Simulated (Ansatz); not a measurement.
**Geometry relaxation of TiO2 (part 2 of 2)**

The same run, continued: TiO2 (I4₁/amd, 6 atoms in the cell); DFT PBE+D3(BJ), scalar-relativistic, plane waves, PAW, no spin polarisation (Ansatz 0.2.0); cutoff 420 eV, 10×10×10 k-mesh, Gaussian smearing of 0.02 eV. The structure derives from an entry of the Crystallography Open Database.

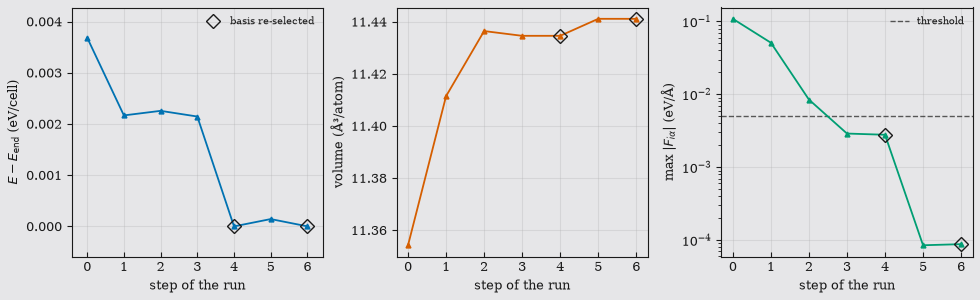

**Figure 1.** Progress of the relaxation, step by step (the first geometry is step 0 here and step 1 in the log).

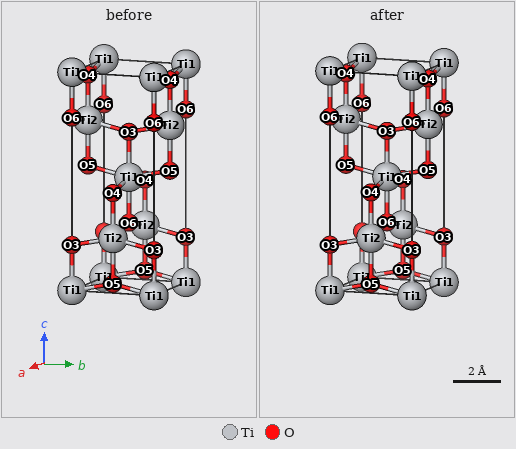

**Figure 2.** Before (left) and after (right) the relaxation, at one scale (ball-and-stick view of the cell 2 times as large as that of the calculation, set on its symmetry axes, seen slightly off an axis). The atoms keep their places relative to the cell (all moves are under 0.005 Å). The drawn cell changes as follows: a = b 3.784 → 3.787 Å (+0.1 %), c 9.515 → 9.571 Å (+0.6 %); the volume changes by +0.8 %. Distances before and after: Ti1–O3 1.980 → 1.992 Å. The space group stays I4_1/amd (No. 141). Over 4 geometry steps the energy falls by 3.5 meV per cell of the calculation. The largest force component goes from 0.11 to under 0.0001 eV/Å. Pressure: 1.70 GPa at the start and 0.00 GPa at the end. The basis was re-selected once at an unchanged geometry, which shifts the energy a little without any move. The energy change given includes the shifts at the re-selections in mid-walk, which come without any move. A last SCF at the same geometry on a re-selected plane-wave basis shifts the energy by −0.1 meV per cell of the calculation. (Atoms are counted from 1 in the order of the input.)

```
basis re-selected at this cell: Δ(F+E_penalty+E_count) = -1.419e-4 eV, ΔP = +0.002 GPa vs the last step (what re-selecting the basis moved, of the pressure what is left beyond the Pulay correction that the steps carried, after the strain that the cell walked since its last selection, with what the two solves' SCF thresholds leave and, on support functions, any second-order correction that the steps lacked; it is no measure of the basis error at this ecutwfc). This SCF's stress stands 1.44e-2 GPa from its target on what of the cell is left free (relax.cell.stress_tol is 5.00e-2 GPa) and its largest allowed force component is 8.81e-5 eV/Å (relax.f_tol is 5.00e-3 eV/Å): within both
SCF converged after 5 iterations
Free energy (F): -7278.830394 eV
Harris-Foulkes:  -7278.830394 eV  (|F-HF|=1.82e-12)
Internal energy: -7278.830394 eV  (E = F + TS)
E sigma→0 (E₀):  -7278.830394 eV
Fermi energy:    8.292293 eV
--- Per-component energies (eV) ---
  E_band       = -459.818452
  E_kinetic    = 1247.272311
  E_local      = -3578.949774  (includes V_loc(G=0)·N_el)
  E_nonlocal   = 196.493484
  E_hartree    = 1387.605112
  E_xc         = -492.680194
  E_vxc        = -623.918653  (∫ρ·V_xc dr)
  E_paw        = -2722.117309  (= ΣΔE_a)
  E_vpaw       = -475.936035  (= ΣTr[D̂ρ^β])
  E_aug_tail   = 0.010080  (compensation charges beyond the density's cutoff)
  E_ewald      = -3315.119294
  E_disp       = -1.344809  (pairwise vdW)
  E_smearing   = -0.000000  (= −TS)
  E_closure    = 0.000000  (closes the sum)
  Σ components = -7278.830394   (vs F -7278.830394, Δ=0.00e0)
--- Forces (eV/Å), atoms counted from 1 ---
  atom   1  Ti    -0.00000000     0.00000000    -0.00000000
  atom   2  Ti     0.00000000     0.00000000     0.00000000
  atom   3  O      0.00000000     0.00000000     0.00008812
  atom   4  O     -0.00000000     0.00000000     0.00008812
  atom   5  O     -0.00000000     0.00000000    -0.00008812
  atom   6  O      0.00000000     0.00000000    -0.00008812
  max |Σ_I F_I| component: 6.61e-18 eV/Å
--- Stress (GPa, compression-positive) ---
       -0.001159      -0.000000       0.000000
       -0.000000      -0.001159      -0.000000
        0.000000      -0.000000       0.014404
  P = ⅓ Tr σ = 0.0040 GPa (0.040 kbar)
--- Band table (eV; the first three rows and the last of 102) ---
  k-point 0: bands = ["-49.1261", "-49.0679", "-25.5911", "-25.3620", "-25.3620", "-25.2931", "-25.2931", "-25.2081", "-10.3951", "-9.3877", "-9.2573", "-8.9156", "3.3221", "3.4489", "3.4489", "3.8109", "5.1871", "5.1871", "5.2408", "6.4579", "6.4579", "6.4584", "6.7735", "6.7735", "9.3533", "10.0697", "11.2057", "11.2057", "11.2304", "11.2304"]
  k-point 1: bands = ["-49.1243", "-49.0689", "-25.5901", "-25.3799", "-25.3680", "-25.3032", "-25.2932", "-25.2048", "-10.2994", "-9.3289", "-9.2168", "-8.8880", "3.2412", "3.3019", "3.3323", "3.8217", "4.9900", "5.2727", "5.3474", "6.2322", "6.2488", "6.2994", "6.4915", "6.8968", "9.7762", "10.1327", "10.7900", "11.0252", "11.0548", "11.1903"]
  k-point 2: bands = ["-49.1192", "-49.0721", "-25.5875", "-25.4228", "-25.3833", "-25.3295", "-25.2911", "-25.2021", "-10.0356", "-9.1800", "-9.1059", "-8.8171", "2.8544", "3.0747", "3.2377", "3.9110", "4.5784", "5.0572", "5.2807", "5.5328", "5.6500", "6.1143", "6.6282", "6.9936", "10.1753", "10.3709", "10.5475", "10.8456", "10.9151", "11.3445"]
  k-point 101: bands = ["-49.0971", "-49.0971", "-25.4029", "-25.4029", "-25.3847", "-25.3847", "-25.2701", "-25.2701", "-9.8239", "-9.8239", "-9.1773", "-9.1773", "3.5352", "3.5352", "3.5646", "3.5646", "5.2166", "5.2166", "5.8910", "5.8910", "5.9701", "5.9701", "7.1114", "7.1114", "9.6993", "9.6993", "10.9855", "10.9855", "11.4657", "11.4657"]
--- Relaxed structure (5 steps of the walk, 5 accepted, 2 SCFs on fresh bases) ---
  F+E_penalty+E_count = -7278.83039429 eV   max|allowed force component| = 8.812e-5 eV/Å   (the final SCF, on the basis selected at the relaxed cell)
  cell:  # Å, volume = 68.6468 Å³
    - [-1.89368355213513, 1.89368355213513, 4.785697818261982]
    - [1.89368355213513, -1.89368355213513, 4.785697818261982]
    - [1.89368355213513, 1.89368355213513, -4.785697818261982]
  atoms:
    - { symbol: Ti, position: [-1.899190318887992e-21, -1.899190318888006e-21, -3.6410234970240233e-35] }
    - { symbol: Ti, position: [0.75, 0.2500000000000001, 0.5] }
    - { symbol: O, position: [0.20810131606814594, 0.20810131606814594, -2.996226767567395e-35] }
    - { symbol: O, position: [0.958101316068146, 0.458101316068146, 0.5] }
    - { symbol: O, position: [0.5418986839318543, 0.0418986839318541, 0.5000000000000001] }
    - { symbol: O, position: [0.7918986839318543, 0.7918986839318543, -2.48616878635383e-35] }
```

Trajectory as extended XYZ (Å, eV, eV/Å), 7 frames, from step=1 to step=7
```
6
Lattice="-1.8921 1.8921 4.7573 1.8921 -1.8921 4.7573 1.8921 1.8921 -4.7573" Properties=species:S:1:pos:R:3:forces:R:3 step=1 energy=-7278.82671 pressure_GPa=1.70
Ti    0.0000    0.0000    0.0000    0.0000   0.0000   0.0000
Ti    0.0000    1.8921    2.3786    0.0000   0.0000   0.0000
O     0.0000    0.0000    1.9800    0.0000   0.0000   0.1086
O     0.0000    1.8921    4.3586    0.0000   0.0000   0.1086
O     0.0000    1.8921    0.3987    0.0000   0.0000  -0.1086
O     0.0000    0.0000    7.5346    0.0000   0.0000  -0.1086
6
Lattice="-1.8946 1.8946 4.7686 1.8946 -1.8946 4.7686 1.8946 1.8946 -4.7686" Properties=species:S:1:pos:R:3:forces:R:3 step=2 energy=-7278.82823 pressure_GPa=0.50
Ti    0.0000    0.0000    0.0000    0.0000   0.0000   0.0000
Ti    0.0000    1.8946    2.3843    0.0000   0.0000   0.0000
O     0.0000    0.0000    1.9856    0.0000   0.0000   0.0510
O     0.0000    1.8946    4.3699    0.0000   0.0000   0.0510
O     0.0000    1.8946    0.3987    0.0000   0.0000  -0.0510
O     0.0000    0.0000    7.5516    0.0000   0.0000  -0.0510
6
Lattice="-1.8951 1.8951 4.7768 1.8951 -1.8951 4.7768 1.8951 1.8951 -4.7768" Properties=species:S:1:pos:R:3:forces:R:3 step=3 energy=-7278.82814 pressure_GPa=-0.04
Ti    0.0000    0.0000    0.0000    0.0000   0.0000   0.0000
Ti    0.0000    1.8951    2.3884    0.0000   0.0000   0.0000
O     0.0000    0.0000    1.9898    0.0000   0.0000   0.0085
O     0.0000    1.8951    4.3782    0.0000   0.0000   0.0085
O     0.0000    1.8951    0.3986    0.0000   0.0000  -0.0085
O     0.0000    0.0000    7.5637    0.0000   0.0000  -0.0085
6
Lattice="-1.8940 1.8940 4.7812 1.8940 -1.8940 4.7812 1.8940 1.8940 -4.7812" Properties=species:S:1:pos:R:3:forces:R:3 step=4 energy=-7278.82825 pressure_GPa=0.01
Ti    0.0000    0.0000    0.0000    0.0000   0.0000   0.0000
Ti    0.0000    1.8940    2.3906    0.0000   0.0000   0.0000
O     0.0000    0.0000    1.9913    0.0000   0.0000  -0.0029
O     0.0000    1.8940    4.3819    0.0000   0.0000  -0.0029
O     0.0000    1.8940    0.3993    0.0000   0.0000   0.0029
O     0.0000    0.0000    7.5712    0.0000   0.0000   0.0029
6
Lattice="-1.8940 1.8940 4.7812 1.8940 -1.8940 4.7812 1.8940 1.8940 -4.7812" Properties=species:S:1:pos:R:3:forces:R:3 step=5 energy=-7278.83039 pressure_GPa=0.06
Ti    0.0000    0.0000    0.0000    0.0000   0.0000   0.0000
Ti    0.0000    1.8940    2.3906    0.0000   0.0000   0.0000
O     0.0000    0.0000    1.9913    0.0000   0.0000  -0.0028
O     0.0000    1.8940    4.3819    0.0000   0.0000  -0.0028
O     0.0000    1.8940    0.3993    0.0000   0.0000   0.0028
O     0.0000    0.0000    7.5712    0.0000   0.0000   0.0028
6
Lattice="-1.8937 1.8937 4.7857 1.8937 -1.8937 4.7857 1.8937 1.8937 -4.7857" Properties=species:S:1:pos:R:3:forces:R:3 step=6 energy=-7278.83025 pressure_GPa=0.00
Ti    0.0000    0.0000    0.0000    0.0000   0.0000   0.0000
Ti    0.0000    1.8937    2.3928    0.0000   0.0000   0.0000
O     0.0000    0.0000    1.9918    0.0000   0.0000   0.0001
O     0.0000    1.8937    4.3847    0.0000   0.0000   0.0001
O     0.0000    1.8937    0.4010    0.0000   0.0000  -0.0001
O     0.0000    0.0000    7.5796    0.0000   0.0000  -0.0001
6
Lattice="-1.8937 1.8937 4.7857 1.8937 -1.8937 4.7857 1.8937 1.8937 -4.7857" Properties=species:S:1:pos:R:3:forces:R:3 step=7 energy=-7278.83039 pressure_GPa=0.00
Ti    0.0000    0.0000    0.0000    0.0000   0.0000   0.0000
Ti    0.0000    1.8937    2.3928    0.0000   0.0000   0.0000
O     0.0000    0.0000    1.9918    0.0000   0.0000   0.0001
O     0.0000    1.8937    4.3847    0.0000   0.0000   0.0001
O     0.0000    1.8937    0.4010    0.0000   0.0000  -0.0001
O     0.0000    0.0000    7.5796    0.0000   0.0000  -0.0001
```

The run was set up as follows.

Input
```yaml
crystal:
  lattice:
    - [-1.8921, 1.8921, 4.7573]
    - [1.8921, -1.8921, 4.7573]
    - [1.8921, 1.8921, -4.7573]
  atoms:
    - { symbol: Ti, position: [0.0, 0.0, 0.0] }
    - { symbol: Ti, position: [0.75, 0.25, 0.5] }
    - { symbol: O, position: [0.2081, 0.2081, 0.0] }
    - { symbol: O, position: [0.9581, 0.4581, 0.5] }
    - { symbol: O, position: [0.5419, 0.0419, 0.5] }
    - { symbol: O, position: [0.7919, 0.7919, 0.0] }
basis:
  ecutwfc: 420
kpoints:
  mp_grid: { grid: [10, 10, 10] }
hamiltonian:
  xc: pbe
  dispersion: d3bj
scf:
  occupations: { method: gaussian, width: 0.02 }
output:
  forces: true
  stress: true
  eigenvalues: true
relax:
  adjacent_minimum: "off"
  f_tol: 0.005
  max_steps: 80
  cell: { stress_tol: 0.05 }
```

Launched with:
```bash
ansatz run input.yaml --threads 8 --pin off --max-ram 22528MiB --backend cpu --events-out ev --progress --plain --runs-dir out
```

Results in brief

```csv
quantity,value
outcome,converged
space group (tolerance 0.01 Å),I4₁/amd (141)
electrons treated,48
free energy,−7278.8304 eV
Fermi energy,8.292 eV
gap on the k-point mesh,2.12 eV
pressure,0.00 GPa
final volume,68.65 Å³
largest force (length of the vector) at the end,under 0.001 eV/Å
final cell,"a = 5.484 Å, b = 5.484 Å, c = 5.484 Å, α = 139.60°, β = 139.60°, γ = 58.46°"
hardware,"8 threads of Intel Xeon @ 2.50GHz (Skylake/Cascade Lake), 32 GiB of memory available, shared host"
wall time,23 s (CPU time 2.3 min)
peak memory,0.64 GiB
```
